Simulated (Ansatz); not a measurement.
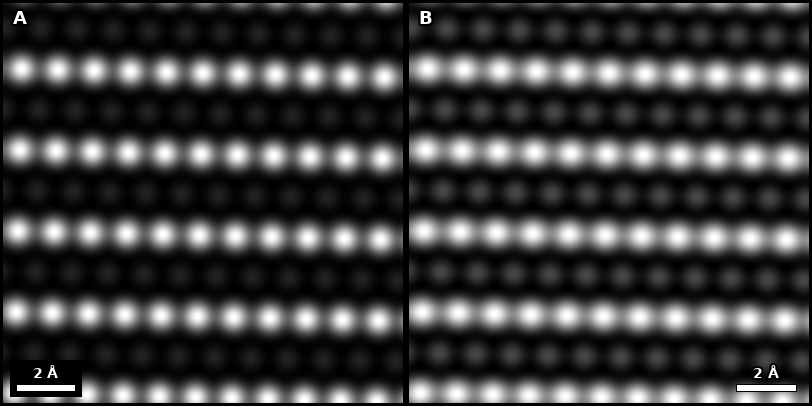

Two simulated images of the same area of AlAs (F-43m, No. 216) along [210], with a probe of 0.85 Å. One is incoherent Z contrast (Z^1.8 per atom), the other the projected potential of neutral atoms blurred by the probe (iDPC-like, thin sample). Brightness is counted from the darkest point of the image. Model: a calculation's input that goes back to an entry of the Crystallography Open Database (an earlier step may have relaxed or displaced it).

Q: Which panel is which, and how can one tell?

A is the Z-contrast image and B the potential image. The columns of 1 Al per repeat reach about 13 % of the brightest peak (1 As) in A but about 28 % in B, mainly since the potential grows much more slowly with atomic number.
